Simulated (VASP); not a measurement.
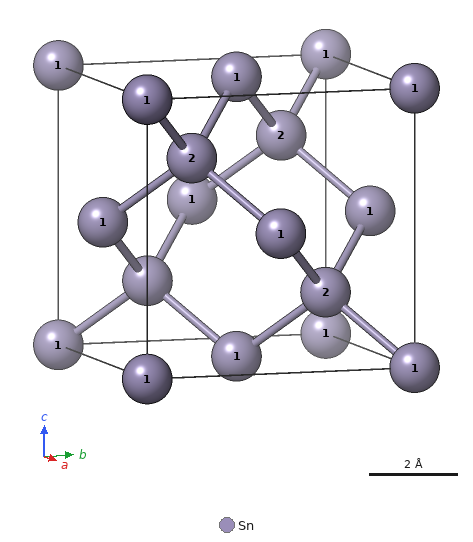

The structure (ball-and-stick view of the cell 4 times as large as that of the calculation, set on its symmetry axes, seen slightly off an axis; atoms are numbered from 1 in the order of the input). Near neighbours in the crystal (not all of them lie inside the picture): Sn has 4 Sn at 2.80 Å.

# Run report: Sn, band-structure run

The run: band-structure run of Sn (Fd-3m, 2 atoms in the cell). Method and program: Kohn-Sham DFT of a periodic cell, LDA, VASP PAW LDA potentials, recommended, no spin polarisation (VASP 6.6.1).

The structure derives from an entry of the Crystallography Open Database.

## OSZICAR
```
N       E                     dE             d eps       ncg     rms          rms(c)
DAV:   1     0.210978197005E+03    0.21098E+03   -0.15239E+04  1044   0.223E+03
DAV:   2     0.112265901683E+02   -0.19975E+03   -0.19769E+03  1044   0.443E+02
DAV:   3    -0.837322415140E+01   -0.19600E+02   -0.19439E+02  1164   0.148E+02
DAV:   4    -0.903812264099E+01   -0.66490E+00   -0.66401E+00  1188   0.298E+01
DAV:   5    -0.906355152808E+01   -0.25429E-01   -0.25428E-01  1398   0.538E+00    0.335E+00
DAV:   6    -0.897590409195E+01    0.87647E-01   -0.45863E-02  1118   0.260E+00    0.190E+00
DAV:   7    -0.893259504480E+01    0.43309E-01   -0.74706E-02  1088   0.253E+00    0.149E-01
DAV:   8    -0.893313120852E+01   -0.53616E-03   -0.47584E-03  1216   0.856E-01    0.550E-02
DAV:   9    -0.893322169926E+01   -0.90491E-04   -0.16227E-04  1344   0.107E-01    0.175E-02
DAV:  10    -0.893321919046E+01    0.25088E-05   -0.23058E-05  1352   0.644E-02    0.444E-03
[... 51 further cycles ...]
DAV:  10    -0.913335272219E+04   -0.49360E-07      634
       N       E                     dE             ncg
DAV:   1     0.203668877897E+05   -0.49586E+04      180
DAV:   2     0.193970073090E+05   -0.96988E+03      180
DAV:   3     0.193078992979E+05   -0.89108E+02      194
DAV:   4     0.193052372472E+05   -0.26621E+01      200
DAV:   5     0.193051145013E+05   -0.12275E+00      246
DAV:   6     0.193051110237E+05   -0.34775E-02      206
DAV:   7     0.193051107414E+05   -0.28234E-03      270
DAV:   8     0.193051107393E+05   -0.21064E-05      206
DAV:   9     0.193051107392E+05   -0.52132E-07      134
```

## Parts of OUTCAR
```
EDIFF = 1E-7
   ENCUT = 520
   GGA = CA
   ISIF = 2
   ISMEAR = 0
   LASPH = T
   LREAL = F
   NELM = 80
   PREC = Accurate

 ion  position               nearest neighbor table
   1  0.000  0.000  0.000-   2 2.80   2 2.80   2 2.80   2 2.80
   2  0.250  0.250  0.250-   1 2.80   1 2.80   1 2.80   1 2.80

  LATTYP: Found a face centered cubic cell.
 ALAT       =     6.4725271376

  Lattice vectors:

 A1 = (   0.0000000000,   3.2362635688,   3.2362635688)
 A2 = (   3.2362635688,   0.0000000000,   3.2362635688)
 A3 = (   3.2362635688,   3.2362635688,   0.0000000000)

Analysis of symmetry for initial positions (statically):
=====================================================================
 Subroutine PRICEL returns:
 Original cell was already a primitive cell.

 Routine SETGRP: Setting up the symmetry group for a
 face centered cubic supercell.

 Subroutine GETGRP returns: Found 48 space group operations
 (whereof 24 operations were pure point group operations)
 out of a pool of 48 trial point group operations.

The static configuration has the point symmetry T_d .
 The point group associated with its full space group is O_h .

Analysis of symmetry for dynamics (positions and initial velocities):
=====================================================================
 Subroutine PRICEL returns:
 Original cell was already a primitive cell.

 Routine SETGRP: Setting up the symmetry group for a
 face centered cubic supercell.

 Subroutine GETGRP returns: Found 48 space group operations
 (whereof 24 operations were pure point group operations)
 out of a pool of 48 trial point group operations.

The dynamic configuration has the point symmetry T_d .
 The point group associated with its full space group is O_h .

 Subroutine INISYM returns: Found 48 space group operations
 (whereof 24 operations are pure point group operations),
 and found     1 'primitive' translations

----------------------------------------------------------------------------------------

                                     Primitive cell

  volume of cell :      67.7894

  direct lattice vectors                    reciprocal lattice vectors
     0.000000000  3.236263569  3.236263569    -0.154499159  0.154499159  0.154499159
     3.236263569  0.000000000  3.236263569     0.154499159 -0.154499159  0.154499159
     3.236263569  3.236263569  0.000000000     0.154499159  0.154499159 -0.154499159

  length of vectors
     4.576767830  4.576767830  4.576767830     0.267600393  0.267600393  0.267600393

  position of ions in fractional coordinates (direct lattice)
     0.000000000  0.000000000  0.000000000
     0.250000000  0.250000000  0.250000000

  ion indices of the primitive-cell ions
   primitive index   ion index
                 1           1
                 2           2

----------------------------------------------------------------------------------------

 KPOINTS: k-points

Automatic generation of k-mesh.
 Grid dimensions read from file:
 generate k-points for:    8    8    8

 Generating k-lattice:

  Cartesian coordinates                     Fractional coordinates (reciprocal lattice)
    -0.019312395  0.019312395  0.019312395     0.125000000  0.000000000  0.000000000
     0.019312395 -0.019312395  0.019312395     0.000000000  0.125000000  0.000000000
     0.019312395  0.019312395 -0.019312395     0.000000000  0.000000000  0.125000000

  Length of vectors
     0.033450049  0.033450049  0.033450049

  Shift w.r.t. Gamma in fractional coordinates (k-lattice)
     0.000000000  0.000000000  0.000000000

 Subroutine IBZKPT returns following result:
 ===========================================

 Found     29 irreducible k-points:

 Following reciprocal coordinates:
            Coordinates               Weight
  0.000000  0.000000  0.000000      1.000000
  0.125000  0.000000  0.000000      8.000000
  0.250000  0.000000  0.000000      8.000000
  0.375000  0.000000  0.000000      8.000000
  0.500000  0.000000  0.000000      4.000000
  0.125000  0.125000  0.000000      6.000000
  0.250000  0.125000  0.000000     24.000000
  0.375000  0.125000  0.000000     24.000000
  0.500000  0.125000  0.000000     24.000000
 -0.375000  0.125000  0.000000     24.000000
 -0.250000  0.125000  0.000000     24.000000
 -0.125000  0.125000  0.000000     12.000000
  0.250000  0.250000  0.000000      6.000000
  0.375000  0.250000  0.000000     24.000000
  0.500000  0.250000  0.000000     24.000000
 -0.375000  0.250000  0.000000     24.000000
 -0.250000  0.250000  0.000000     12.000000
  0.375000  0.375000  0.000000      6.000000
  0.500000  0.375000  0.000000     24.000000
 -0.375000  0.375000  0.000000     12.000000
  0.500000  0.500000  0.000000      3.000000
  0.375000  0.250000  0.125000     24.000000
  0.500000  0.250000  0.125000     48.000000
 -0.375000  0.250000  0.125000     24.000000
 [... further k-points ...]
   k-points           NKPTS =     29   k-points in BZ     NKDIM =     29   number of bands    NBANDS=     18
   number of dos      NEDOS =    301   number of ions     NIONS =      2
   total plane-waves  NPLWV =  46656
   dimension x,y,z NGX =    36 NGY =   36 NGZ =   36
   dimension x,y,z NGXF=    72 NGYF=   72 NGZF=   72
   ions per type =               2
   NGX,Y,Z   is equivalent  to a cutoff of  13.08, 13.08, 13.08 a.u.
   NGXF,Y,Z  is equivalent  to a cutoff of  26.15, 26.15, 26.15 a.u.
 SYSTEM =  unknown system
   PREC   = accura    normal or accurate (medium, high low for compatibility)
   ISTART =      0    job   : 0-new  1-cont  2-samecut
   ICHARG =      2    charge: 1-file 2-atom 10-const
   ISPIN  =      1    spin polarized calculation?
   LNONCOLLINEAR =      F non collinear calculations
   LSORBIT =      F    spin-orbit coupling
   LASPH  =      T    aspherical Exc in radial PAW
   ENCUT  =  520.0 eV  38.22 Ry    6.18 a.u.   8.51  8.51  8.51*2*pi/ulx,y,z
   NELM   =     80;   NELMIN=  2; NELMDL= -5     # of ELM steps
   EDIFF  = 0.1E-06   stopping-criterion for ELM
   LREAL  =      F    real-space projection
   EDIFFG = 0.1E-05   stopping-criterion for IOM
   NSW    =      0    number of steps for IOM
   IBRION =     -1    ionic relax: 0-MD 1-quasi-New 2-CG
   NFREE  =      0    steps in history (QN), initial steepest desc. (CG)
   ISIF   =      2    stress and relaxation
   ISYM   =      2    0-nonsym 1-usesym 2-fastsym
   POTIM  = 0.5000    time-step for ionic-motion
   TEBEG  =    0.0;   TEEND  =   0.0 temperature during run
   PSTRESS=    0.0 pullay stress
   NELECT =      28.0000    total number of electrons
   NUPDOWN=      -1.0000    fix difference up-down
   EMIN   =  10.00;   EMAX   =-10.00  energy-range for DOS
   EFERMI =   0.00;   METHOD = LEGACY
   ISMEAR =     0;   SIGMA  =   0.02  broadening in eV -4-tet -1-fermi 0-gaus
   EFERMI_NEDOS =   21; number of points for ismear=-14 and -15
   IALGO  =     38    algorithm
   IMIX   =      4    mixing-type and parameters
     AMIX     =   0.40;   BMIX     =  1.00
     AMIX_MAG =   1.60;   BMIX_MAG =  1.00
  volume/ion in A,a.u.               =      33.89       228.73
  Fermi-wavevector in a.u.,A,eV,Ry     =   1.219196  2.303947 20.224238  1.486440
  Thomas-Fermi vector in A             =   2.354457
   LORBIT       =      0    0 simple, 1 ext, 2 COOP (PROOUT), +10 PAW based schemes
   GGA     = CA    functional components
   LHFCALC =     F    Hartree Fock is set to
   AEXX    =    0.0000 exact exchange contribution
   IVDW    =     0    specifies the selected vdW correction
   LEPSILON=     F    determine dielectric tensor
   LRPA    =     F    only Hartree local field effects (RPA)
 non-spin polarized calculation
 Gauss-broadening in eV      SIGMA  =   0.02
  energy-cutoff  :      520.00
  volume of cell :       67.79
 maximum number of plane-waves:      1850
 NGX is ok and might be reduce to    36
   NGX = 17   NGY = 17   NGZ = 17

 number of electron      28.0000007 magnetization

 Free energy of the ion-electron system (eV)
  ---------------------------------------------------
  ext. energy  EPLUGINS =         0.00000000
  ---------------------------------------------------
  free energy    TOTEN  =        -8.93321949 eV

  energy without entropy =       -8.93313134  energy(sigma->0) =       -8.93317541

 E-fermi :   5.3669     XC(G=0):  -9.2270     alpha+bet :-10.5858

 val. band max:        5.2516198307   @ k =   0.1250   0.0000   0.0000
 cond. band min:       5.3668967756   @ k =   0.5000   0.0000   0.0000
 fundamental gap:      0.1152769450
 Fermi energy:         5.3668967756

 k-point     1 :       0.0000    0.0000    0.0000
  band No.  band energies     occupation
      1     -16.1758      2.00000
      2     -16.1758      2.00000
      3     -16.1758      2.00000
      4     -16.1133      2.00000
      5     -16.1133      2.00000
      6     -15.7944      2.00000
      7     -15.7944      2.00000
      8     -15.7944      2.00000
      9     -15.7837      2.00000
     10     -15.7837      2.00000
     11      -5.2475      2.00000
     12       4.7121      2.00000
     13       5.5398      0.00000
     14       5.5398      0.00000
     15       5.5398      0.00000
     16       7.6004      0.00000
     17       7.6004      0.00000
     18       7.6004      0.00000

 k-point     2 :       0.1250    0.0000    0.0000
  band No.  band energies     occupation
      1     -16.1869      2.00000
      2     -16.1869      2.00000
      3     -16.1720      2.00000
      4     -16.0976      2.00000
      5     -16.0976      2.00000
      6     -15.8165      2.00000
      7     -15.8165      2.00000
      8     -15.7994      2.00000
      9     -15.7644      2.00000
     10     -15.7644      2.00000
     11      -5.0954      2.00000
     12       3.2263      2.00000
     13       5.2516      2.00000
     14       5.2516      2.00000
     15       5.9954      0.00000
     16       7.9684      0.00000
     17       7.9684      0.00000
     18       8.2711      0.00000

 k-point     3 :       0.2500    0.0000    0.0000
  band No.  band energies     occupation
      1     -16.2021      2.00000
      2     -16.2021      2.00000
      3     -16.1624      2.00000
      4     -16.0723      2.00000
      5     -16.0723      2.00000
      6     -15.8391      2.00000
      7     -15.8391      2.00000
      8     -15.8116      2.00000
      9     -15.7476      2.00000
     10     -15.7476      2.00000
     11      -4.6558      2.00000
     12       1.3634      2.00000
     13       4.7791      2.00000
     14       4.7791      2.00000
     15       5.7400      0.00000
     16       8.5047      0.00000
     17       8.5047      0.00000
     18       9.9055      0.00000

 k-point     4 :       0.3750    0.0000    0.0000
  band No.  band energies     occupation
      1     -16.2107      2.00000
      2     -16.2107      2.00000
      3     -16.1524      2.00000
      4     -16.0557      2.00000
      5     -16.0557      2.00000
      6     -15.8517      2.00000
      7     -15.8517      2.00000
      8     -15.8242      2.00000
      9     -15.7387      2.00000
     10     -15.7387      2.00000
     11      -4.0201      2.00000
     12      -0.1901      2.00000
     13       4.4413      2.00000
     14       4.4413      2.00000
     15       5.4659      0.00000
     16       8.6799      0.00000
     17       8.6799      0.00000
     18      11.1015      0.00000

 k-point     5 :       0.5000    0.0000    0.0000
  band No.  band energies     occupation
      1     -16.2131      2.00000
      2     -16.2131      2.00000
      3     -16.1481      2.00000
      4     -16.0507      2.00000
      5     -16.0507      2.00000
      6     -15.8551      2.00000
      7     -15.8551      2.00000
      8     -15.8296      2.00000
      9     -15.7361      2.00000
     10     -15.7361      2.00000
     11      -3.6100      2.00000
     12      -0.9140      2.00000
     13       4.3230      2.00000
     14       4.3230      2.00000
     15       5.3669      1.00000
     16       8.6774      0.00000
     17       8.6774      0.00000
     18      10.9765      0.00000

 [... the levels of 18 k-points are left out ...]

 k-point    24 :      -0.3750    0.2500    0.1250
  band No.  band energies     occupation
      1     -16.2438      2.00000
      2     -16.2267      2.00000
      3     -16.1005      2.00000
      4     -16.0214      2.00000
      5     -16.0029      2.00000
      6     -15.9212      2.00000
      7     -15.8887      2.00000
      8     -15.8578      2.00000
      9     -15.7191      2.00000
     10     -15.7026      2.00000
     11      -3.1943      2.00000
     12      -1.0505      2.00000
     13       2.4666      2.00000
     14       3.6115      2.00000
     15       7.2802      0.00000
     16       8.3601      0.00000
     17      10.1814      0.00000
     18      10.9889      0.00000

 [... further k-points ...]

------------------------ aborting loop because EDIFF is reached ----------------------------------------

  FORCE on cell =-STRESS in cart. coord.  units (eV):
  Direction    XX          YY          ZZ          XY          YZ          ZX
  --------------------------------------------------------------------------------------
  -------------------------------------------------------------------------------------
  Total       -0.0025230     -0.0025230     -0.0025230      0.0000000      0.0000000      0.0000000
  in kB       -0.0596297     -0.0596297     -0.0596297      0.0000000      0.0000000      0.0000000
  external PRESSURE =      -0.0596297 kB  Pullay stress =       0.0000000 kB

 VOLUME and BASIS-vectors are now :
 -----------------------------------------------------------------------------
  energy-cutoff  :      520.00
  volume of cell :       67.79
      direct lattice vectors                 reciprocal lattice vectors
     0.000000000  3.236263569  3.236263569    -0.154499159  0.154499159  0.154499159
     3.236263569  0.000000000  3.236263569     0.154499159 -0.154499159  0.154499159
     3.236263569  3.236263569  0.000000000     0.154499159  0.154499159 -0.154499159

 POSITION                                       TOTAL-FORCE (eV/Angst)
 -----------------------------------------------------------------------------------
      0.00000      0.00000      0.00000        -0.000000     -0.000000     -0.000000
      1.61813      1.61813      1.61813         0.000000      0.000000      0.000000
 -----------------------------------------------------------------------------------
    total drift:                                0.000000      0.000000      0.000000

  FREE ENERGIE OF THE ION-ELECTRON SYSTEM (eV)
  ---------------------------------------------------
  free  energy   TOTEN  =        -8.9332194916 eV

  energy  without entropy=       -8.9331313370  energy(sigma->0) =       -8.93317541
```

## CONTCAR
```
Sn
   1.00000000000000
     0.0000000000000000    3.2362635688000001    3.2362635688000001
     3.2362635688000001    0.0000000000000000    3.2362635688000001
     3.2362635688000001    3.2362635688000001    0.0000000000000000
  Sn
     2
Direct
     0.0000000000000000    0.0000000000000000    0.0000000000000000
     0.2500000000000000    0.2500000000000000    0.2500000000000000

  0.00000000E+00  0.00000000E+00  0.00000000E+00
  0.00000000E+00  0.00000000E+00  0.00000000E+00
```

This output came from the following input.

## INCAR
```
ALGO     = Normal         # electronic algorithm
EDIFF    = 1E-7           # SCF threshold, eV
ENCUT    = 520            # plane-wave cutoff, eV
GGA      = CA             # functional
ISIF     = 2              # what is computed and relaxed
ISMEAR   = 0              # smearing method
LASPH    = T              # aspherical terms in the spheres
LCHARG   = F              # write CHGCAR
LREAL    = F              # projectors in reciprocal space
LWAVE    = F              # write WAVECAR
NELM     = 80             # most SCF steps
PREC     = Accurate       # precision mode
SIGMA    = 0.02           # smearing width, eV
```

## KPOINTS
```
k-points
0
Gamma
  8 8 8
```

## KPOINTS_OPT
```
path GXWKGLUWLK,UX
15
line-mode
reciprocal
 0.0000000000  0.0000000000  0.0000000000  G
 0.5000000000  0.0000000000  0.5000000000  X

 0.5000000000  0.0000000000  0.5000000000  X
 0.5000000000  0.2500000000  0.7500000000  W

 0.5000000000  0.2500000000  0.7500000000  W
 0.3750000000  0.3750000000  0.7500000000  K

 0.3750000000  0.3750000000  0.7500000000  K
 0.0000000000  0.0000000000  0.0000000000  G

 0.0000000000  0.0000000000  0.0000000000  G
 0.5000000000  0.5000000000  0.5000000000  L

 0.5000000000  0.5000000000  0.5000000000  L
 0.6250000000  0.2500000000  0.6250000000  U

 0.6250000000  0.2500000000  0.6250000000  U
 0.5000000000  0.2500000000  0.7500000000  W

 0.5000000000  0.2500000000  0.7500000000  W
 0.5000000000  0.5000000000  0.5000000000  L

 0.5000000000  0.5000000000  0.5000000000  L
 0.3750000000  0.3750000000  0.7500000000  K

 0.6250000000  0.2500000000  0.6250000000  U
 0.5000000000  0.0000000000  0.5000000000  X
```

## POSCAR
```
Sn                                      
1.0
    0.0000000000      3.2362635688      3.2362635688
    3.2362635688      0.0000000000      3.2362635688
    3.2362635688      3.2362635688      0.0000000000
  Sn            
     2
Direct
     0.0000000000000000    0.0000000000000000    0.0000000000000000
     0.2500000000000000    0.2500000000000000    0.2500000000000000
```

Launch command:
```bash
cat potpaw_LDA.64/Sn_d/POTCAR > POTCAR
mpirun -np 1 vasp_std > vasp.out
```

## Results in brief

```csv
quantity,value
outcome,converged
space group (tolerance 0.01 Å),Fd-3m (227)
electrons treated,28
free energy,−8.9332 eV
Fermi energy of the self-consistent step,5.367 eV
gap on the k-point mesh,none (metallic)
gap on the band path,0.00 eV
pressure,−0.01 GPa
largest force (length of the vector),under 0.001 eV/Å
hardware,"1 thread of Intel Xeon (Granite Rapids), 64 GiB of memory available, shared host"
wall time,50 s
peak memory,0.19 GiB
```
